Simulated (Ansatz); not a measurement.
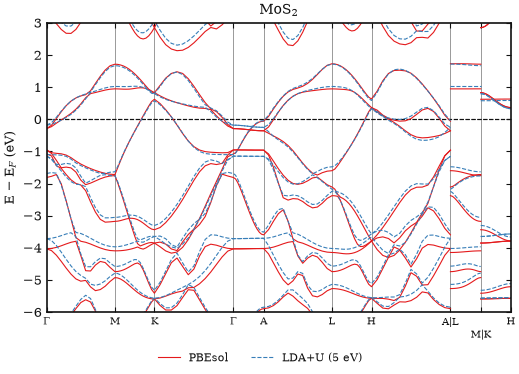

Band structures of CdI2-type MoS2, space group P-3m1 (No. 164), 3 atoms in the cell (a = 3.227 Å, c = 6.312 Å (hexagonal axes)), by two methods on the same cell. Each is counted from its own Fermi level.

### What changes from one method to the other?

Both give a metal. Levels within 1 eV of the Fermi level in either run differ by 0.06 eV on average and by 0.19 eV at most (at Γ). Filled levels 1 to 5 eV under it lie 0.12 eV higher on average in LDA+U (5 eV) than in PBEsol.

Settings. PBEsol: Ansatz PAW, no spin polarisation, no spin-orbit coupling, 9×9×4 k mesh, 420 eV cutoff, Fermi-Dirac smearing of 0.05 eV (Ansatz 0.2.0). LDA+U (5 eV): Mo d U = 5 eV, Ansatz PAW, no spin polarisation, no spin-orbit coupling, 9×9×4 k mesh, 420 eV cutoff, Fermi-Dirac smearing of 0.05 eV (Ansatz 0.2.0).

The cell is at −3 GPa in PBEsol and −6 GPa in LDA+U (5 eV). Spin-orbit coupling is left out, which matters for Mo. The PAW data sets were made with another functional. The usual form of MoS2 is the layered 2H or 3R polytype.
